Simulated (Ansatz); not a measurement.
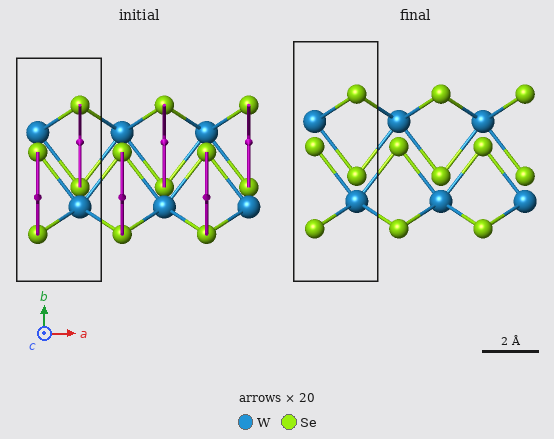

The structure of solid WSe3 (a generated structure, set up in P6_3/mmc) (coarse preliminary run) before (left) and after (right) a relaxation, at one scale. The purple arrows give the displacements (the part carried along by the change of the cell is left out), 20 times their true length.

The picture is a ball-and-stick view of the cell of the calculation, repeated 3 × 1 × 1 with one cell outlined, seen along the c axis.

Theory: Ansatz, DFT PBE, scalar-relativistic, plane waves, PAW.

The input:
```yaml
crystal:
  lattice:
    - [0.0, 0.0, 3.0682910169]
    - [9.3672261599, 4.2e-09, 0.0]
    - [-4.6836130836, 8.1122558154, 0.0]
  atoms:
    - { symbol: W, position: [0.25, 0.6666666667, 0.3333333333] }
    - { symbol: W, position: [0.75, 0.3333333333, 0.6666666667] }
    - { symbol: Se, position: [0.75, 0.4214365945, 0.2107182973] }
    - { symbol: Se, position: [0.75, 0.7892817027, 0.2107182973] }
    - { symbol: Se, position: [0.75, 0.7892817027, 0.5785634055] }
    - { symbol: Se, position: [0.25, 0.5785634055, 0.7892817027] }
    - { symbol: Se, position: [0.25, 0.2107182973, 0.7892817027] }
    - { symbol: Se, position: [0.25, 0.2107182973, 0.4214365945] }
basis:
  ecutwfc: 420
kpoints:
  mp_grid: { grid: [6, 3, 3] }
hamiltonian:
  xc: pbe
scf:
  occupations: { method: gaussian, width: 0.1 }
  lower_state_search: "off"
output:
  forces: true
  stress: true
  eigenvalues: true
  populations: true
magnetization:
  spin_polarized: true
relax:
  adjacent_minimum: "off"
  f_tol: 0.04
  max_steps: 70
  cell: { stress_tol: 0.4 }
```

Command:
```bash
ansatz run input.yaml --threads 1 --pin off --max-ram 2560MiB --backend cpu --events-out ev --progress --plain --runs-dir out
```

**Summarise the run.**

The largest moves relative to the cell, 0.15 Å, are those of Se3, Se4, Se5, Se6, Se7 and Se8. Se8 goes along [0 1 2]. W stays in place. Cell: a 3.068 → 3.059 Å (−0.3 %), b = c 9.367 → 10.065 Å (+7.4 %). Volume +15.1 %. Near-neighbour distances that change, for instance: W1–W1 3.068 → 3.059 Å. The space group stays P6_3/mmc (No. 194). The energy falls by 75.8 meV per cell of the calculation in 4 accepted moves (5 points after the start). Largest force component: 0.063 eV/Å at the start, 0.013 eV/Å at the end. Pressure: 0.30 GPa at the start and 0.06 GPa at the end. At 1 point the geometry stayed and the basis and grid were re-selected for the new cell (energy shift of 3.8 meV per cell of the calculation at most each time).
